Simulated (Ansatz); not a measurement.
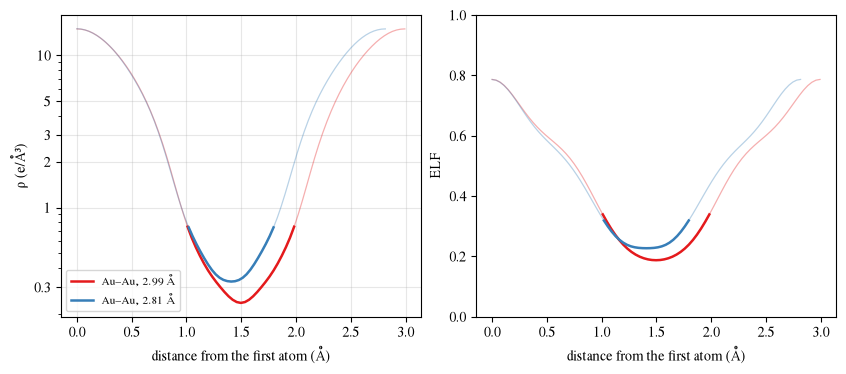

The picture shows: Au. Valence electron density and electron localisation function along straight lines between neighbouring atoms. Thin, pale parts lie inside the atomic spheres.

Space group I4/mmm; a structure from a database of computed crystals, not necessarily the ambient phase; changed on purpose from its base cell (biaxial strain in the a-b plane, c and atoms relaxed: +4.0 %).

The calculation used DFT PBEsol, scalar-relativistic, plane waves, PAW (Ansatz 0.2.0).

In a PAW calculation such maps are meaningful between the atoms, not at the nuclei.

```
CELL_PARAMETERS angstrom
3.37183 0.00000 0.00000
0.00000 3.37183 0.00000
0.00000 0.00000 2.99234
ATOMIC_POSITIONS crystal
Au 0.00000 0.00000 0.00000
Au 0.50000 0.50000 0.50000
```

Question: What can be read from the curves?

Answer: Au–Au (2.99 Å): ρ at the midpoint is about 0.24 e/Å³; the ELF is about 0.20 at the midpoint: no shared electron pair shows on this line.
Au–Au (2.81 Å): ρ is about 0.33 e/Å³ halfway; the ELF is about 0.25 at the midpoint; no localised pair shows between them.
